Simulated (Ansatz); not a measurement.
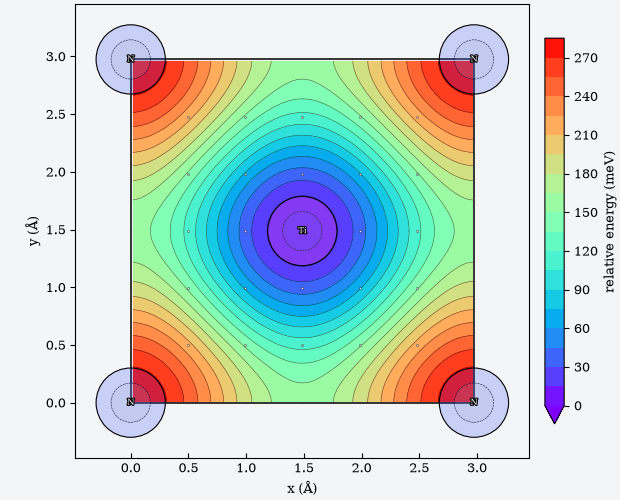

H on a TiN(100) slab cut from the Fm-3m phase, its upper half relaxed before the scan (24 atoms of substrate and one adsorbate in a 2 × 2 cell). H is moved over the surface cell at a fixed height above a rigid substrate; the origin of the map has the adsorbate above N21; the height is held at 2.80 Å. Places are given modulo a cell vector. The map is drawn in real space over the plane of the surface. Grid: 6 × 6 points; 10 points were computed and 26 follow by symmetry. Places are given in fractions of the 1 × 1 surface cell. Energies are in meV, from the lowest grid point. The runs have no spin polarisation, so an open-shell adsorbate far from the surface lies too high. At a fixed height the lowest place need not be the adsorption site. Level of theory: DFT PBE+D3(BJ), scalar-relativistic, plane waves, PAW (Ansatz). Settings: cutoff 420 eV, k-mesh 5×5×1, gaussian smearing 0.1 eV, no spin polarisation.

In the figure: filled contours, dots at the grid points, labelled circles for the atoms of the top layer and small ones for the second layer, the outline of one cell of the plane. Between grid points the surface is interpolated.

The lowest grid point is at the top site over a surface Ti atom, (3/6, 3/6) of the cell vectors. It is the only kind of minimum in the scanned range. The highest grid point, the top site over a surface N atom, (0/6, 0/6) of the cell vectors, lies 284 meV above the lowest. On the interpolated surface the easiest way out of the lowest well to its copy in the next cell or period passes a barrier of about 155 meV. At the lowest point the adsorbate has 1 Ti at 3.01 Å as nearest neighbours, at the highest 1 N at 2.80 Å.

The scan is repeated with another setting: the height is held at 2.50 Å; all else is set up alike.

What does this change do to the map?

Answer. The lowest place stays at the top site over a surface Ti atom, (3/6, 3/6) of the cell vectors. The span from the lowest to the highest grid point grows from 284 to 487 meV. The easiest pass out of the lowest well goes from about 155 to about 270 meV on the interpolated surfaces. In the new map: at the lowest point the adsorbate has 1 Ti at 2.71 Å as nearest neighbours, at the highest 1 N at 2.50 Å.

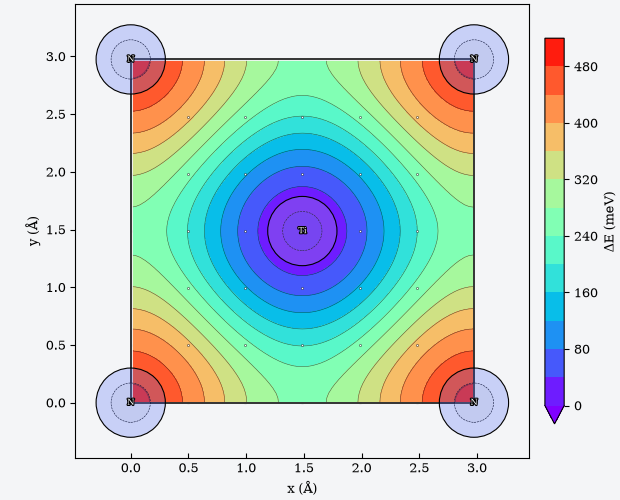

The map after the change, on a colour scale of its own. The picture shows filled contours, dots at the grid points, labelled circles for the atoms of the top layer and small ones for the second layer, the outline of one cell of the plane. Between grid points the surface is interpolated.

PAW datasets: the set soft_1.
